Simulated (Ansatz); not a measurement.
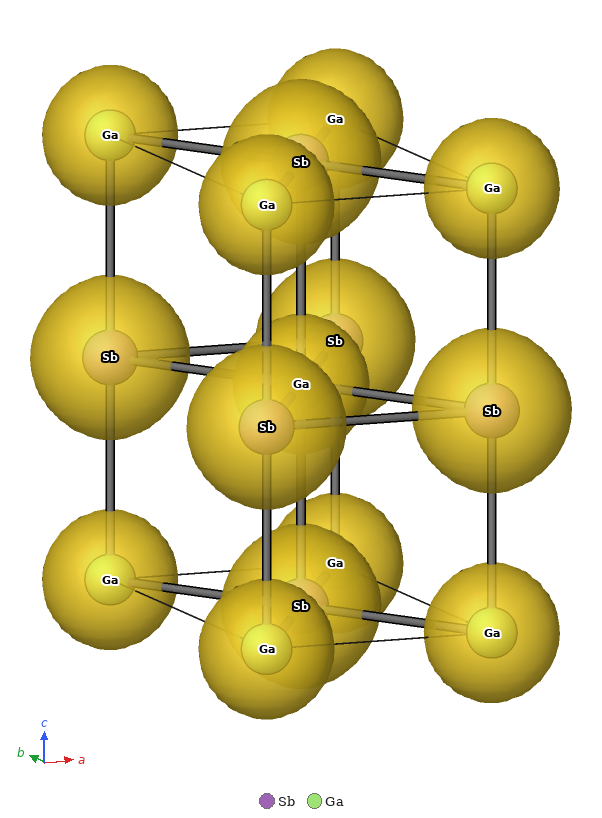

The picture shows: GaSb. Isosurface of the valence pseudo-density at 0.5 e/Å³ (yellow), seen slightly off an axis. Sticks mark near contacts.

Space group Immm; a structure from a database of computed crystals, not necessarily the ambient phase.

All numbers below come from Kohn-Sham DFT of a periodic cell, PBE, Ansatz PAW (Ansatz).

The density is the valence pseudo-density of a PAW calculation; it isn't the true density close to the nuclei.

> What does this surface tell about the bonding?

At this value the density breaks into separate islands; it holds about 75 % of the electrons treated as valence (semicore included). It bridges none of the near contacts. It is pinched off along the shortest Ga–Sb (2.89 Å), Sb–Sb (3.11 Å) and Ga–Sb (3.09 Å) contacts. On the grid the lowest density along these lines, outside the cores, is 0.27 e/Å³ (Ga–Sb, 2.89 Å), 0.24 e/Å³ (Sb–Sb, 3.11 Å) and 0.19 e/Å³ (Ga–Sb, 3.09 Å).

> Does the calculation give a band gap?

It is gapless in this calculation (a metal or semimetal).
